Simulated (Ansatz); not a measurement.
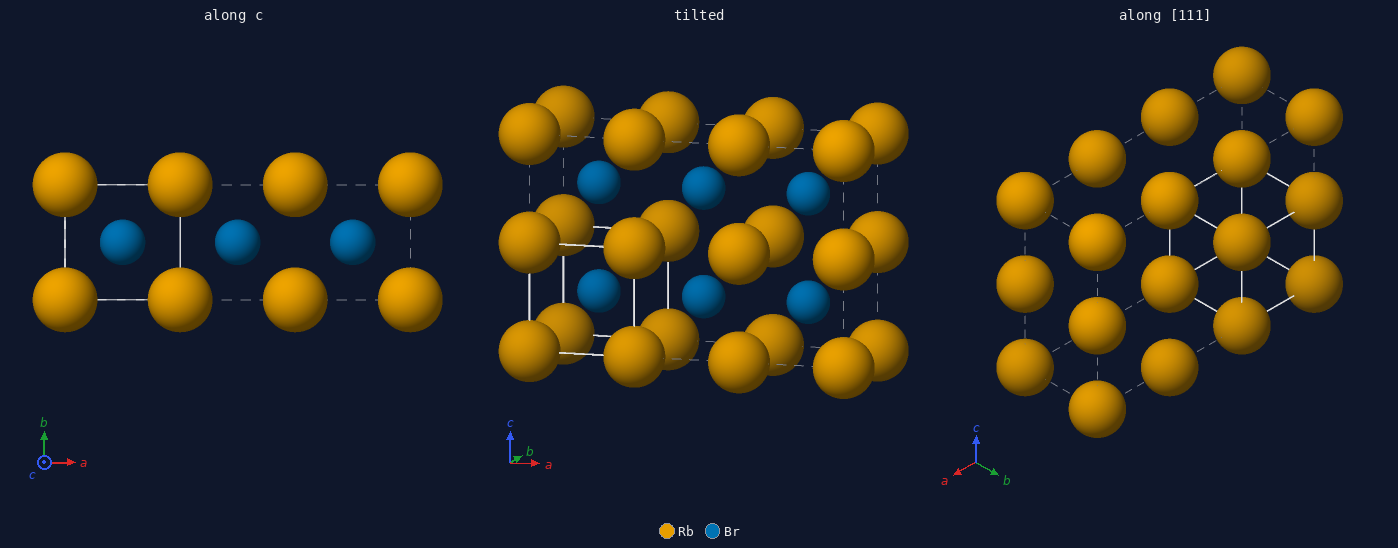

Drawn in the spheres-only manner and seen along the c axis, slightly off an axis and along [111]. One conventional unit cell is drawn solid; the view covers 3×1×2 cells. Cell: a = 3.586 Å, b = 3.586 Å, c = 3.586 Å, α = 90.00°, β = 90.00°, γ = 90.00°.

Characterise what is shown.

The structure is one of RbBr. The structure has Pm-3m (No. 221) symmetry and a primitive cubic lattice. The structure is of the kind named caesium chloride (CsCl, B2) type. The cell comprises 1 formula unit: 1 Rb, 1 Br. The Rb atoms are each bonded to eight Br in a cubic arrangement at about 3.1 Å. The neighbours of Br are eight Rb in a cubic arrangement at about 3.1 Å.

Provenance: a structure listed in the Materials Project. It was relaxed with DFT PBE, scalar-relativistic, plane waves, PAW (Ansatz 0.2.0) under a constraint or pressure on the cell, so some stress remains.

At this level of theory the cell isn't at rest (compressed, at 21 GPa), so its distances can differ from those at equilibrium, the more so the softer the solid.
